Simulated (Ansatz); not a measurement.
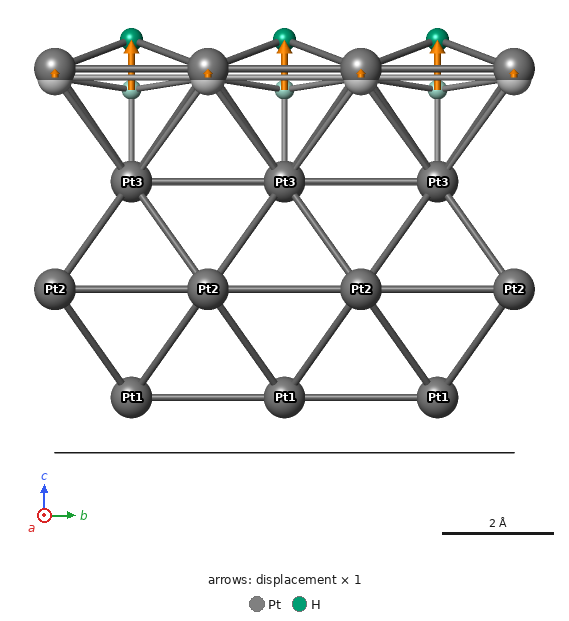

A constrained relaxation of a slab of composition HPt$_{4}$ (cut from the Fm-3m phase). The starting structure is drawn faded, the final one solid; orange arrows show the displacements, at their true length.

The picture is a ball-and-stick view of the 2 × 3 repeat of the cell, outlined in the plane, without the vacuum, seen along the a axis.

Case: H put over a Pt atom of a lower plane. The slab is the (1 0 0) face of Pt with H on it. 2 atoms are held fixed.

All numbers below come from Ansatz, DFT PBEsol, scalar-relativistic, plane waves, PAW.

Input
```yaml
crystal:
  lattice:
    - [2.7704872841, 0.0, 0.0]
    - [0.0, 2.7704872841, 0.0]
    - [0.0, 0.0, 24.8770910374]
  atoms:
    - { symbol: Pt, position: [0.5, 0.5, 0.3416798205] }
    - { symbol: Pt, position: [0.0, 0.0, 0.4204281896] }
    - { symbol: Pt, position: [0.5, 0.5, 0.4982057973] }
    - { symbol: Pt, position: [0.0, 0.0, 0.5745140848] }
    - { symbol: H, position: [0.5, 0.5, 0.5656706071] }
basis:
  ecutwfc: 420
kpoints:
  mp_grid: { grid: [10, 10, 1] }
hamiltonian:
  xc: pbesol
scf:
  occupations: { method: gaussian, width: 0.1 }
output:
  forces: true
  eigenvalues: true
  write_density: true
  write_potential: true
  elf: true
  volumetric_format: npy
relax:
  adjacent_minimum: "off"
  f_tol: 0.03
  max_steps: 70
  constraints: [{ sites: [0, 1] }]
efield:
  axis: 3
  dipole_correction: true
  ramp_width: 0.04
```

Launched with:
```bash
ansatz run input.yaml --threads 2 --pin off --max-ram 5120MiB --backend cpu --events-out ev --progress --plain --runs-dir out
```

### What happened in the run?

The energy falls by 0.647 eV per cell of the calculation in 6 accepted moves (7 points after the start). Largest force component: 2.5 eV/Å at the start, 0.016 eV/Å at the end. 1 step only repeated the SCF at the same geometry. The atom that moves furthest is H5 (0.91 Å along the normal (+c)). By element the largest moves are H 0.91 Å, Pt 0.16 Å. The cell stays as it was. Near-neighbour distances that change, for instance: Pt3–H5 1.678 → 2.572 Å, Pt3–Pt4 2.728 → 2.832 Å, Pt4–H5 1.971 → 2.029 Å, Pt2–Pt3 2.753 → 2.764 Å. Bonds break, among them: Pt3–H5 (1.68 → 2.57 Å). Among the angles between lasting bonds that change: Pt4–H5–Pt4 167.2° → 149.9°, Pt4–H5–Pt4 89.3° → 86.1°. Cost: 64 s on 2 threads of Arm Neoverse V2, with other jobs on the host, peak memory 0.48 GiB.

Limits of the set-up: the periodic images lie only 2.8 Å apart, so the values are limited by the cell's size.
